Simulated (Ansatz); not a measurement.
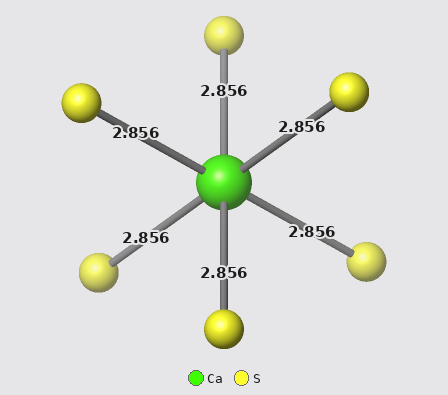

The surroundings of site Ca1 (at 0.000, 0.000, 0.000) in CaS in space group Fm-3m, with bond lengths in Å.

Origin of the cell: the end point of a relaxation with DFT PBE, scalar-relativistic, plane waves, PAW (Ansatz).

```
CELL_PARAMETERS angstrom
5.71180 0.00000 0.00000
0.00000 5.71180 0.00000
0.00000 0.00000 5.71180
ATOMIC_POSITIONS crystal
Ca 0.00000 0.00000 0.00000
S 0.50000 0.00000 0.00000
Ca 0.00000 0.50000 0.50000
S 0.50000 0.50000 0.50000
Ca 0.50000 0.00000 0.50000
S 0.00000 0.00000 0.50000
Ca 0.50000 0.50000 0.00000
S 0.00000 0.50000 0.00000
```

Bond valence s = exp((R0 − d)/b), R0 fitted to published crystal structures with b = 0.37 Å; R0 in Å: Ca2+–S 2.448.

Q: Calculate the bond-valence sum of Ca1 from the bonds drawn.

A: 6 × 0.332 = 1.99 v.u., against a formal valence of 2: a close match.

Q: And over the whole structure?

A:
| site | x, y, z | formal valence | bond-valence sum | difference |
| --- | --- | --- | --- | --- |
| Ca1 | 0.000, 0.000, 0.000 | +2 | 2.00 | 0.00 |
| S1 | 0.500, 0.000, 0.000 | −2 | 2.00 | 0.00 |

These sums include all anions within 5 Å. The global instability index (root mean square of the differences over all atoms) is 0.00 v.u.: little strain. Cells relaxed with PBE tend to have slightly long bonds, which lowers the sums.
